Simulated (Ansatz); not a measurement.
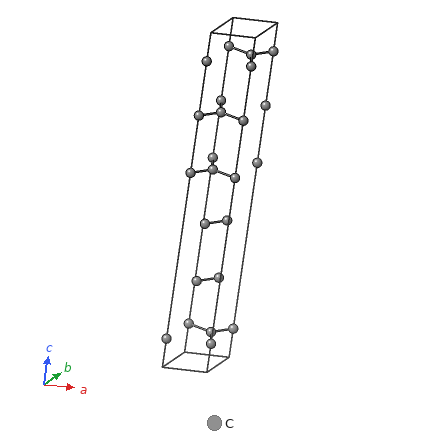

The system is C (R-3m, No. 166; 12 atoms in the cell); the picture shows the reference structure. Gamma surface: rigid slide across a plane, one fault a cell; the plane is (0 0 1) of the conventional cell. Places are given modulo a cell vector. The map is drawn in real space over the plane of the slide. Nothing is relaxed (rigid halves, spacing across the cut fixed). The scan uses a 6 × 6 grid; 10 points were computed and 26 follow by symmetry. Energies are in mJ/m², from the perfect crystal. The lowest point has no gap; 34 points of the grid have one on the k-mesh. Method: Ansatz 0.2.0, DFT PBE+D3(BJ), scalar-relativistic, plane waves, PAW. Settings: cutoff 520 eV, k-mesh 15×15×2 in the order of the run's cell vectors, gaussian smearing 0.03 eV, no spin polarisation.

Its coordinates:

```yaml
crystal:
  lattice:
    - [-2.46479, 0.00000, 0.00000]
    - [-1.23240, -2.13457, 0.00000]
    - [0.00000, 0.00000, 20.80662]
  atoms:
    - { symbol: C, position: [0.66667, 0.66667, 0.24780] }
    - { symbol: C, position: [0.00000, 0.00000, 0.91447] }
    - { symbol: C, position: [0.33333, 0.33333, 0.58114] }
    - { symbol: C, position: [0.66667, 0.66667, 0.08556] }
    - { symbol: C, position: [0.00000, 0.00000, 0.75223] }
    - { symbol: C, position: [0.33333, 0.33333, 0.41890] }
    - { symbol: C, position: [0.66667, 0.66667, 0.41888] }
    - { symbol: C, position: [0.00000, 0.00000, 0.08554] }
    - { symbol: C, position: [0.33333, 0.33333, 0.75221] }
    - { symbol: C, position: [0.66667, 0.66667, 0.91449] }
    - { symbol: C, position: [0.00000, 0.00000, 0.58116] }
    - { symbol: C, position: [0.33333, 0.33333, 0.24782] }
```

Range: slide along a1 from 0.000 to 0.833; slide along a2 from 0.000 to 0.833.

> Predict the map.

The lowest grid point is at (4/6, 4/6) of the cell vectors, −34.6 mJ/m² from the perfect crystal. The reference structure, at (0/6, 0/6) of the cell vectors, is a maximum of this map. The highest grid point, (0/6, 0/6) of the cell vectors, lies 34.6 mJ/m² above the lowest. On the interpolated surface the easiest way out of the lowest well to its copy in the next cell or period passes a barrier of about 5.2 mJ/m².

| slide along a2 ↓, slide along a1 → | 0/6 | 1/6 | 2/6 | 3/6 | 4/6 | 5/6 |
| --- | --- | --- | --- | --- | --- | --- |
| 5/6 | −7.8 | −7.8 | −19.5 | −30.7 | −30.7 | −19.5 |
| 4/6 | −22.8 | −18.8 | −22.8 | −30.7 | −34.6 | −30.7 |
| 3/6 | −29.7 | −28.5 | −28.5 | −29.7 | −30.7 | −30.7 |
| 2/6 | −22.8 | −28.5 | −29.5 | −28.5 | −22.8 | −19.5 |
| 1/6 | −7.8 | −18.8 | −28.5 | −28.5 | −18.8 | −7.8 |
| 0/6 | 0.0 | −7.8 | −22.8 | −29.7 | −22.8 | −7.8 |

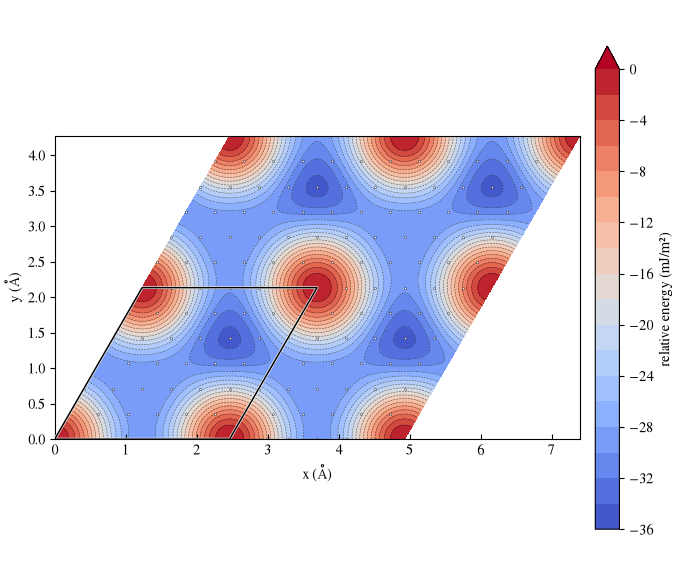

The picture shows filled contours, dots at the grid points, the outline of one cell of the 2 × 2 shown, one colour for all values above the top of the scale. Between grid points the surface is interpolated.

Each point was launched as `ansatz run input.yaml --threads 2 --pin off --max-ram 4096MiB --backend cpu --events-out ev --progress --plain --runs-dir out`. The whole map (10 points run) took 13 min on 2 threads of Arm Neoverse N1 (shared host).

PAW datasets: the set soft_1.
